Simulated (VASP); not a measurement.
Ga: geometry relaxation (part 3 of 3)

Continued. System: Ga (Cmce, 4 atoms in the cell). Method: Kohn-Sham DFT of a periodic cell, PBE, VASP PAW PBE potentials, recommended, no spin polarisation (VASP 6.6.1); cutoff 600 eV, 13×13×11 k-mesh, fermi-dirac of 0.05 eV. The structure derives from an entry of the Crystallography Open Database.

Geometry of the input (Å; fractional positions):
```
2.2615  -3.8305  0.0000
2.2615  3.8305  0.0000
0.0000  0.0000  4.5240
Ga 0.8451  0.1549  0.0810
Ga 0.6549  0.3451  0.5810
Ga 0.1549  0.8451  0.9190
Ga 0.3451  0.6549  0.4190
```

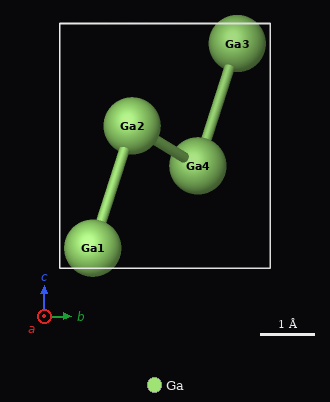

The geometry at step 9 of the log (ball-and-stick view of the cell of the calculation, along the a axis; atoms are numbered from 1 in the order of the input).

### Parts of OUTCAR, continued
```
 -----------------------------------------------------------------------------------
    total drift:                                0.000000     -0.000000     -0.000000

  FREE ENERGIE OF THE ION-ELECTRON SYSTEM (eV)
  ---------------------------------------------------
  free  energy   TOTEN  =       -11.6340086237 eV

  energy  without entropy=      -11.6271386315  energy(sigma->0) =      -11.63057363

--------------------------------------- Ionic step       18  -------------------------------------------

 number of electron      52.0000010 magnetization

 Free energy of the ion-electron system (eV)
  ---------------------------------------------------
  ext. energy  EPLUGINS =         0.00000000
  ---------------------------------------------------
  free energy    TOTEN  =       -11.63400898 eV

  energy without entropy =      -11.62713916  energy(sigma->0) =      -11.63057407

 E-fermi :   4.6843     XC(G=0): -10.4620     alpha+bet :-10.7811

 val. band max:        4.6722260536   @ k =   0.0769   0.0769   0.2727
 cond. band min:       4.6852780981   @ k =  -0.1538   0.1538   0.4545
 fundamental gap:      0.0130520445
 Fermi energy:         4.6842541441

 k-point     1 :       0.0000    0.0000    0.0000
  band No.  band energies     occupation
      1     -10.3907      2.00000
      2     -10.3831      2.00000
      3     -10.3542      2.00000
      4     -10.3391      2.00000
      5     -10.3208      2.00000
      6     -10.2998      2.00000
      7     -10.2408      2.00000
      8     -10.2019      2.00000
      9     -10.1739      2.00000
     10     -10.1624      2.00000
     11     -10.1528      2.00000
     12     -10.1430      2.00000
     13     -10.1363      2.00000
     14     -10.1017      2.00000
     15     -10.0861      2.00000
     16     -10.0322      2.00000
     17      -9.9911      2.00000
     18      -9.9779      2.00000
     19      -9.9587      2.00000
     20      -9.8811      2.00000
     21      -6.0646      2.00000
     22       0.4716      2.00000
     23       1.0642      2.00000
     24       2.8303      2.00000
     25       3.0598      2.00000
     26       4.0541      1.99999
     27       5.5817      0.00000
     28       5.6276      0.00000
     29       5.8424      0.00000
     30       9.5357      0.00000
     31       9.8993      0.00000

 k-point     2 :       0.0769    0.0000    0.0000
  band No.  band energies     occupation
      1     -10.3916      2.00000
      2     -10.3808      2.00000
      3     -10.3557      2.00000
      4     -10.3416      2.00000
      5     -10.3171      2.00000
      6     -10.2981      2.00000
      7     -10.2439      2.00000
      8     -10.2145      2.00000
      9     -10.1734      2.00000
     10     -10.1723      2.00000
     11     -10.1393      2.00000
     12     -10.1379      2.00000
     13     -10.1344      2.00000
     14     -10.1022      2.00000
     15     -10.0815      2.00000
     16     -10.0281      2.00000
     17      -9.9917      2.00000
     18      -9.9778      2.00000
     19      -9.9625      2.00000
     20      -9.8817      2.00000
     21      -6.0082      2.00000
     22       0.4624      2.00000
     23       1.0987      2.00000
     24       1.8460      2.00000
     25       3.8454      2.00000
     26       4.0753      1.99999
     27       4.8856      0.03502
     28       5.8849      0.00000
     29       6.7689      0.00000
     30       9.2223      0.00000
     31       9.2891      0.00000

 k-point     3 :       0.1538    0.0000    0.0000
  band No.  band energies     occupation
      1     -10.3927      2.00000
      2     -10.3741      2.00000
      3     -10.3604      2.00000
      4     -10.3476      2.00000
      5     -10.3104      2.00000
      6     -10.2905      2.00000
      7     -10.2470      2.00000
      8     -10.2421      2.00000
      9     -10.1892      2.00000
     10     -10.1751      2.00000
     11     -10.1348      2.00000
     12     -10.1242      2.00000
     13     -10.1192      2.00000
     14     -10.0976      2.00000
     15     -10.0702      2.00000
     16     -10.0187      2.00000
     17      -9.9949      2.00000
     18      -9.9789      2.00000
     19      -9.9706      2.00000
     20      -9.8839      2.00000
     21      -5.8389      2.00000
     22       0.2321      2.00000
     23       1.0410      2.00000
     24       1.1919      2.00000
     25       3.4813      2.00000
     26       4.2417      1.99971
     27       5.1864      0.00009
     28       6.5094      0.00000
     29       7.7998      0.00000
     30       8.3989      0.00000
     31       8.6538      0.00000

 k-point     4 :       0.2308    0.0000    0.0000
  band No.  band energies     occupation
      1     -10.3920      2.00000
      2     -10.3670      2.00000
      3     -10.3653      2.00000
      4     -10.3535      2.00000
      5     -10.3082      2.00000
      6     -10.2730      2.00000
      7     -10.2721      2.00000
      8     -10.2444      2.00000
      9     -10.2097      2.00000
     10     -10.1824      2.00000
     11     -10.1410      2.00000
     12     -10.1162      2.00000
     13     -10.0976      2.00000
     14     -10.0770      2.00000
     15     -10.0558      2.00000
     16     -10.0169      2.00000
     17      -9.9977      2.00000
     18      -9.9893      2.00000
     19      -9.9690      2.00000
     20      -9.8888      2.00000
     21      -5.5564      2.00000
     22      -0.6119      2.00000
     23       0.9324      2.00000
     24       1.3094      2.00000
     25       3.1979      2.00000
     26       3.7941      2.00000
     27       6.2682      0.00000
     28       6.9328      0.00000
     29       7.4697      0.00000
     30       7.8456      0.00000
     31       9.3399      0.00000

 k-point     5 :       0.3077    0.0000    0.0000
  band No.  band energies     occupation
      1     -10.3898      2.00000
      2     -10.3700      2.00000
      3     -10.3661      2.00000
      4     -10.3475      2.00000
      5     -10.3104      2.00000
      6     -10.2985      2.00000
      7     -10.2491      2.00000
      8     -10.2404      2.00000
      9     -10.2327      2.00000
     10     -10.1872      2.00000
     11     -10.1518      2.00000
     12     -10.1080      2.00000
     13     -10.0847      2.00000
     14     -10.0510      2.00000
     15     -10.0396      2.00000
     16     -10.0249      2.00000
     17     -10.0116      2.00000
     18      -9.9893      2.00000
     19      -9.9615      2.00000
     20      -9.8973      2.00000
     21      -5.1610      2.00000
     22      -1.5780      2.00000
     23       1.0299      2.00000
     24       1.3910      2.00000
     25       3.0939      2.00000
     26       3.5386      2.00000
     27       6.4145      0.00000
     28       6.6694      0.00000
     29       7.2819      0.00000
     30       8.2947      0.00000
     31       9.7335      0.00000

 [... the levels of 18 k-points are left out ...]

 k-point    24 :       0.4615    0.1538    0.0000
  band No.  band energies     occupation
      1     -10.4111      2.00000
      2     -10.3895      2.00000
      3     -10.3541      2.00000
      4     -10.3293      2.00000
      5     -10.3266      2.00000
      6     -10.2841      2.00000
      7     -10.2726      2.00000
      8     -10.2325      2.00000
      9     -10.2244      2.00000
     10     -10.1785      2.00000
     11     -10.1551      2.00000
     12     -10.1023      2.00000
     13     -10.0827      2.00000
     14     -10.0660      2.00000
     15     -10.0424      2.00000
     16     -10.0299      2.00000
     17      -9.9844      2.00000
     18      -9.9793      2.00000
     19      -9.9336      2.00000
     20      -9.9258      2.00000
     21      -3.9518      2.00000
     22      -3.1052      2.00000
     23      -0.3706      2.00000
     24       2.7219      2.00000
     25       3.4655      2.00000
     26       3.7489      2.00000
     27       5.4022      0.00000
     28       5.7279      0.00000
     29       7.0867      0.00000
     30       7.9901      0.00000
     31       9.4999      0.00000

 [... further k-points ...]

------------------------ aborting loop because EDIFF is reached ----------------------------------------

  FORCE on cell =-STRESS in cart. coord.  units (eV):
  Direction    XX          YY          ZZ          XY          YZ          ZX
  --------------------------------------------------------------------------------------
  -------------------------------------------------------------------------------------
  Total        0.0007429     -0.0007681     -0.0074961      0.0000000      0.0000000      0.0000000
  in kB        0.0146266     -0.0151221     -0.1475898      0.0000000      0.0000000      0.0000000
  external PRESSURE =      -0.0493618 kB  Pullay stress =       0.0000000 kB

 VOLUME and BASIS-vectors are now :
 -----------------------------------------------------------------------------
  energy-cutoff  :      600.00
  volume of cell :       81.37
      direct lattice vectors                 reciprocal lattice vectors
     2.289943441 -3.873253355 -0.000000000     0.218346004 -0.129090445  0.000000000
     2.289943441  3.873253355  0.000000000     0.218346004  0.129090445 -0.000000000
     0.000000000  0.000000000  4.587314790     0.000000000 -0.000000000  0.217992452

 POSITION                                       TOTAL-FORCE (eV/Angst)
 -----------------------------------------------------------------------------------
      2.28994     -2.66230      0.37514         0.000000      0.000250      0.004410
      2.28994     -1.21096      2.66880         0.000000     -0.000250      0.004410
      2.28994      2.66230      4.21217         0.000000     -0.000250     -0.004410
      2.28994      1.21096      1.91852         0.000000      0.000250     -0.004410
 -----------------------------------------------------------------------------------
    total drift:                                0.000000     -0.000000      0.000000

  FREE ENERGIE OF THE ION-ELECTRON SYSTEM (eV)
  ---------------------------------------------------
  free  energy   TOTEN  =       -11.6340089818 eV

  energy  without entropy=      -11.6271391604  energy(sigma->0) =      -11.63057407

 reached required accuracy - stopping structural energy minimisation
```

### CONTCAR
```
Ga
   1.00000000000000
     2.2899434413409070   -3.8732533552291408   -0.0000000000000000
     2.2899434413409070    3.8732533552291408    0.0000000000000000
     0.0000000000000000    0.0000000000000000    4.5873147903220541
  Ga
     4
Direct
     0.8436770656109821    0.1563229343890180    0.0817781222866184
     0.6563229343890179    0.3436770656109822    0.5817781222866184
     0.1563229343890180    0.8436770656109821    0.9182218777133816
     0.3436770656109822    0.6563229343890179    0.4182218777133817

  0.00000000E+00  0.00000000E+00  0.00000000E+00
  0.00000000E+00  0.00000000E+00  0.00000000E+00
  0.00000000E+00  0.00000000E+00  0.00000000E+00
  0.00000000E+00  0.00000000E+00  0.00000000E+00
```

### Trajectory as extended XYZ (Å, eV, eV/Å), 18 frames, from step=0 to step=17
```
4
Lattice="2.2615 -3.8305 0.0000 2.2615 3.8305 0.0000 0.0000 0.0000 4.5240" Properties=species:S:1:pos:R:3:forces:R:3 step=0 energy=-11.61348
Ga    2.2615   -2.6438    0.3664    0.0000   0.1289   0.0377
Ga    2.2615   -1.1867    2.6284    0.0000  -0.1289   0.0377
Ga    2.2615    2.6438    4.1576    0.0000  -0.1289  -0.0377
Ga    2.2615    1.1867    1.8956    0.0000   0.1289  -0.0377
4
Lattice="2.2845 -3.8885 0.0000 2.2845 3.8885 -0.0000 0.0000 0.0000 4.5751" Properties=species:S:1:pos:R:3:forces:R:3 step=1 energy=-11.63325
Ga    2.2845   -2.6776    0.3724    0.0000   0.0253   0.0052
Ga    2.2845   -1.2110    2.6600    0.0000  -0.0253   0.0052
Ga    2.2845    2.6776    4.2027    0.0000  -0.0253  -0.0052
Ga    2.2845    1.2110    1.9151    0.0000   0.0253  -0.0052
4
Lattice="2.2871 -3.8951 0.0000 2.2871 3.8951 -0.0000 0.0000 0.0000 4.5809" Properties=species:S:1:pos:R:3:forces:R:3 step=2 energy=-11.63310
Ga    2.2871   -2.6814    0.3731    0.0000   0.0163   0.0024
Ga    2.2871   -1.2137    2.6636    0.0000  -0.0163   0.0024
Ga    2.2871    2.6814    4.2078    0.0000  -0.0163  -0.0024
Ga    2.2871    1.2137    1.9174    0.0000   0.0163  -0.0024
4
Lattice="2.2854 -3.8908 0.0000 2.2854 3.8908 -0.0000 0.0000 0.0000 4.5771" Properties=species:S:1:pos:R:3:forces:R:3 step=3 energy=-11.63325
Ga    2.2854   -2.6789    0.3727    0.0000   0.0298   0.0065
Ga    2.2854   -1.2119    2.6612    0.0000  -0.0298   0.0065
Ga    2.2854    2.6789    4.2045    0.0000  -0.0298  -0.0065
Ga    2.2854    1.2119    1.9159    0.0000   0.0298  -0.0065
4
Lattice="2.2874 -3.8844 0.0000 2.2874 3.8844 -0.0000 0.0000 0.0000 4.5821" Properties=species:S:1:pos:R:3:forces:R:3 step=4 energy=-11.63370
Ga    2.2874   -2.6728    0.3734    0.0000   0.0145   0.0055
Ga    2.2874   -1.2116    2.6645    0.0000  -0.0145   0.0055
Ga    2.2874    2.6728    4.2087    0.0000  -0.0145  -0.0055
Ga    2.2874    1.2116    1.9176    0.0000   0.0145  -0.0055
4
Lattice="2.2914 -3.8721 -0.0000 2.2914 3.8721 0.0000 0.0000 0.0000 4.5918" Properties=species:S:1:pos:R:3:forces:R:3 step=5 energy=-11.63395
Ga    2.2914   -2.6612    0.3749    0.0000   0.0001   0.0077
Ga    2.2914   -1.2109    2.6708    0.0000  -0.0001   0.0077
Ga    2.2914    2.6612    4.2169    0.0000  -0.0001  -0.0077
Ga    2.2914    1.2109    1.9210    0.0000   0.0001  -0.0077
4
Lattice="2.2905 -3.8748 -0.0000 2.2905 3.8748 0.0000 0.0000 0.0000 4.5897" Properties=species:S:1:pos:R:3:forces:R:3 step=6 energy=-11.63397
Ga    2.2905   -2.6638    0.3746    0.0000   0.0106   0.0088
Ga    2.2905   -1.2110    2.6694    0.0000  -0.0106   0.0088
Ga    2.2905    2.6638    4.2150    0.0000  -0.0106  -0.0088
Ga    2.2905    1.2110    1.9202    0.0000   0.0106  -0.0088
4
Lattice="2.2908 -3.8737 -0.0000 2.2908 3.8737 0.0000 0.0000 0.0000 4.5905" Properties=species:S:1:pos:R:3:forces:R:3 step=7 energy=-11.63397
Ga    2.2908   -2.6627    0.3748    0.0000   0.0004   0.0069
Ga    2.2908   -1.2110    2.6700    0.0000  -0.0004   0.0069
Ga    2.2908    2.6627    4.2158    0.0000  -0.0004  -0.0069
Ga    2.2908    1.2110    1.9205    0.0000   0.0004  -0.0069
4
Lattice="2.2907 -3.8742 -0.0000 2.2907 3.8742 0.0000 0.0000 0.0000 4.5901" Properties=species:S:1:pos:R:3:forces:R:3 step=8 energy=-11.63397
Ga    2.2907   -2.6632    0.3747    0.0000   0.0083   0.0087
Ga    2.2907   -1.2110    2.6698    0.0000  -0.0083   0.0087
Ga    2.2907    2.6632    4.2154    0.0000  -0.0083  -0.0087
Ga    2.2907    1.2110    1.9204    0.0000   0.0083  -0.0087
4
Lattice="2.2897 -3.8732 -0.0000 2.2897 3.8732 0.0000 0.0000 0.0000 4.5873" Properties=species:S:1:pos:R:3:forces:R:3 step=9 energy=-11.63400
Ga    2.2897   -2.6618    0.3750    0.0000  -0.0091   0.0023
Ga    2.2897   -1.2114    2.6687    0.0000   0.0091   0.0023
Ga    2.2897    2.6618    4.2123    0.0000   0.0091  -0.0023
Ga    2.2897    1.2114    1.9186    0.0000  -0.0091  -0.0023
4
Lattice="2.2900 -3.8735 -0.0000 2.2900 3.8735 0.0000 0.0000 0.0000 4.5881" Properties=species:S:1:pos:R:3:forces:R:3 step=10 energy=-11.63400
Ga    2.2900   -2.6622    0.3750    0.0000  -0.0005   0.0081
Ga    2.2900   -1.2113    2.6690    0.0000   0.0005   0.0081
Ga    2.2900    2.6622    4.2131    0.0000   0.0005  -0.0081
Ga    2.2900    1.2113    1.9191    0.0000  -0.0005  -0.0081
4
Lattice="2.2901 -3.8736 -0.0000 2.2901 3.8736 0.0000 0.0000 0.0000 4.5883" Properties=species:S:1:pos:R:3:forces:R:3 step=11 energy=-11.63400
Ga    2.2901   -2.6623    0.3749    0.0000   0.0000   0.0080
Ga    2.2901   -1.2113    2.6691    0.0000   0.0000   0.0080
Ga    2.2901    2.6623    4.2134    0.0000   0.0000  -0.0080
Ga    2.2901    1.2113    1.9193    0.0000   0.0000  -0.0080
4
Lattice="2.2900 -3.8735 -0.0000 2.2900 3.8735 0.0000 0.0000 0.0000 4.5881" Properties=species:S:1:pos:R:3:forces:R:3 step=12 energy=-11.63400
Ga    2.2900   -2.6622    0.3749    0.0000  -0.0060   0.0031
Ga    2.2900   -1.2113    2.6690    0.0000   0.0060   0.0031
Ga    2.2900    2.6622    4.2132    0.0000   0.0060  -0.0031
Ga    2.2900    1.2113    1.9191    0.0000  -0.0060  -0.0031
4
Lattice="2.2901 -3.8736 -0.0000 2.2901 3.8736 0.0000 0.0000 0.0000 4.5883" Properties=species:S:1:pos:R:3:forces:R:3 step=13 energy=-11.63400
Ga    2.2901   -2.6623    0.3749    0.0000  -0.0009   0.0073
Ga    2.2901   -1.2113    2.6691    0.0000   0.0009   0.0073
Ga    2.2901    2.6623    4.2133    0.0000   0.0009  -0.0073
Ga    2.2901    1.2113    1.9192    0.0000  -0.0009  -0.0073
4
Lattice="2.2900 -3.8735 -0.0000 2.2900 3.8735 0.0000 0.0000 0.0000 4.5882" Properties=species:S:1:pos:R:3:forces:R:3 step=14 energy=-11.63400
Ga    2.2900   -2.6623    0.3749    0.0000  -0.0037   0.0050
Ga    2.2900   -1.2113    2.6690    0.0000   0.0037   0.0050
Ga    2.2900    2.6623    4.2133    0.0000   0.0037  -0.0050
Ga    2.2900    1.2113    1.9192    0.0000  -0.0037  -0.0050
4
Lattice="2.2899 -3.8732 -0.0000 2.2899 3.8732 0.0000 0.0000 0.0000 4.5873" Properties=species:S:1:pos:R:3:forces:R:3 step=15 energy=-11.63401
Ga    2.2899   -2.6623    0.3751    0.0000   0.0010   0.0035
Ga    2.2899   -1.2109    2.6688    0.0000  -0.0010   0.0035
Ga    2.2899    2.6623    4.2121    0.0000  -0.0010  -0.0035
Ga    2.2899    1.2109    1.9185    0.0000   0.0010  -0.0035
4
Lattice="2.2899 -3.8733 -0.0000 2.2899 3.8733 0.0000 0.0000 0.0000 4.5874" Properties=species:S:1:pos:R:3:forces:R:3 step=16 energy=-11.63401
Ga    2.2900   -2.6623    0.3751    0.0000  -0.0018   0.0068
Ga    2.2900   -1.2110    2.6688    0.0000   0.0018   0.0068
Ga    2.2900    2.6623    4.2123    0.0000   0.0018  -0.0068
Ga    2.2900    1.2110    1.9186    0.0000  -0.0018  -0.0068
4
Lattice="2.2899 -3.8733 -0.0000 2.2899 3.8733 0.0000 0.0000 0.0000 4.5873" Properties=species:S:1:pos:R:3:forces:R:3 step=17 energy=-11.63401
Ga    2.2899   -2.6623    0.3751    0.0000   0.0002   0.0044
Ga    2.2899   -1.2110    2.6688    0.0000  -0.0002   0.0044
Ga    2.2899    2.6623    4.2122    0.0000  -0.0002  -0.0044
Ga    2.2899    1.2110    1.9185    0.0000   0.0002  -0.0044
```

### Results in brief

```json
{"quantity": "outcome", "value": "converged"}
{"quantity": "space group (tolerance 0.01 Å)", "value": "Cmce (64)"}
{"quantity": "electrons treated", "value": "52"}
{"quantity": "free energy", "value": "−11.6340 eV"}
{"quantity": "Fermi energy", "value": "4.684 eV"}
{"quantity": "gap on the k-point mesh", "value": "none (metallic)"}
{"quantity": "pressure", "value": "0.00 GPa"}
{"quantity": "final volume", "value": "81.37 Å³"}
{"quantity": "largest force (length of the vector) at the end", "value": "0.004 eV/Å"}
{"quantity": "final cell", "value": "a = 4.500 Å, b = 4.500 Å, c = 4.587 Å, α = 90.00°, β = 90.00°, γ = 118.82°"}
{"quantity": "hardware", "value": "1 thread of Intel Xeon (Granite Rapids), 176 GiB of memory available, shared host"}
{"quantity": "wall time", "value": "33 min"}
{"quantity": "peak memory", "value": "0.7 GiB"}
```
